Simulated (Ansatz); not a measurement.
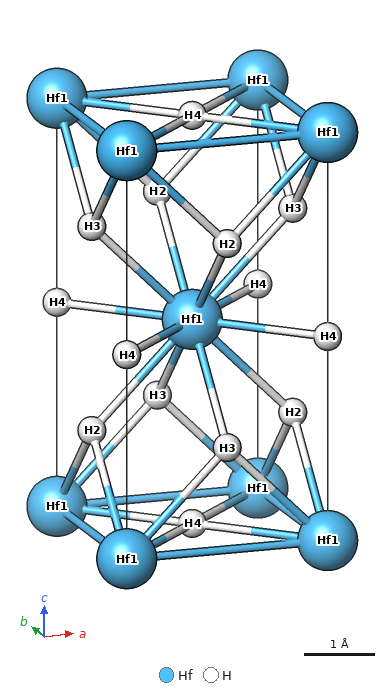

Reference structure: a symmetric starting cell of HfH3. A ball-and-stick model of the conventional cell (2 times the calculation's cell), seen slightly off an axis. Lengths and directions refer to the drawn axes.

All numbers below come from DFT r2SCAN, scalar-relativistic, plane waves, PAW in Ansatz. (plane-wave cutoff 500 eV; k-point mesh 20 × 20 × 20; occupations gaussian; smearing width 0.1 eV; no spin polarisation)

The variant: All lengths are scaled by +4.1 % (volume +12.9 %), the atoms keeping their fractional coordinates. No relaxation follows. The starting cell wasn't computed here and needn't be at equilibrium, so pressure and forces aren't due to the change alone.

Input
```yaml
crystal:
  lattice:
    - [-1.5896485363, 1.5896485363, 3.1595195635]
    - [1.5896485363, -1.5896485363, 3.1595195635]
    - [1.5896485363, 1.5896485363, -3.1595195635]
  atoms:
    - { symbol: Hf, position: [0.0, 0.0, 0.0] }
    - { symbol: H, position: [0.75, 0.25, 0.5] }
    - { symbol: H, position: [0.25, 0.75, 0.5] }
    - { symbol: H, position: [0.5, 0.5, 0.0] }
basis:
  ecutwfc: 500
kpoints:
  mp_grid: { grid: [20, 20, 20] }
hamiltonian:
  xc: r2scan
scf:
  occupations: { method: gaussian, width: 0.1 }
output:
  forces: true
  stress: true
  eigenvalues: true
  populations: true
  write_density: true
  write_potential: true
  elf: true
  volumetric_format: npy
```

Command:
```bash
ansatz run input.yaml --threads 1 --pin off --max-ram 1331MiB --backend cpu --events-out ev --progress --plain --runs-dir out
```

**What is the effect?**

Some distances before and after: Hf–Hf 3.053 → 3.179 Å, H–Hf 2.154 → 2.241 to 2.248 Å. The space group stays I4/mmm (No. 139). The pressure is −15.3 GPa (not all of it need come from the change, since the unchanged cell can be under pressure at this level too). The principal stresses (compression positive) are −12.8 GPa along c and −16.6 GPa across it. All forces vanish by symmetry.

Drawn alike, the variant:

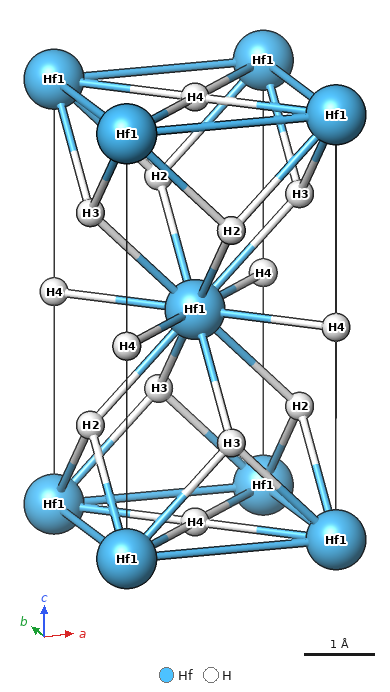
